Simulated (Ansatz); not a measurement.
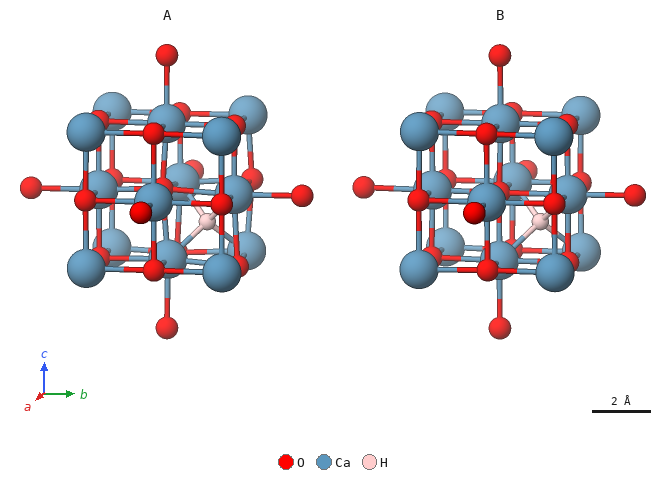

Two geometries of a defect cell of composition O32Ca32H (cell charge −1), drawn at one scale. One is the start of a relaxation, the other its converged end. A ball-and-stick model of the atoms within 5.0 Å of the atom that moves most (axes of the cell of the calculation (origin shifted)), seen slightly off an axis.

All numbers below come from DFT, PBEsol, PAW, plane waves (Ansatz 0.2.0). Settings: plane-wave cutoff 420 eV; k-point mesh 1 × 1 × 1; mesh shifted by (0.25, 0.25, 0.25); no spin polarisation; atoms relaxed in a fixed cell; force threshold 0.03 eV/Å; at most 80 steps.

### Which of the two is the end point?

Structure A is the relaxed one. The atoms of the start lie slightly off their symmetric places, so part of the fall in energy undoes that. The atom that moves furthest is an O atom (0.23 Å roughly along [1 −1 1]). Largest moves by element: O 0.23 Å, Ca 0.09 Å, H 0.01 Å. The cell stays as it was. Near-neighbour distances that change, for instance: Ca–O 2.415 → 2.269 Å, Ca–Ca 3.415 → 3.283 Å, Ca–O 2.371 → 2.493 Å, Ca–O 2.388 → 2.268 Å. Among the angles between lasting bonds that change: Ca–O–Ca 179.0° → 170.4°, Ca–O–Ca 90.7° → 82.4°, Ca–O–Ca 89.9° → 82.4°. After 3 geometry steps the energy has fallen by 1.392 eV per cell of the calculation. Largest force component: 1.4 eV/Å at the start, 0.015 eV/Å at the end.

Limits of the set-up: the cell is charged, on a uniform background, and energies carry no finite-size correction.
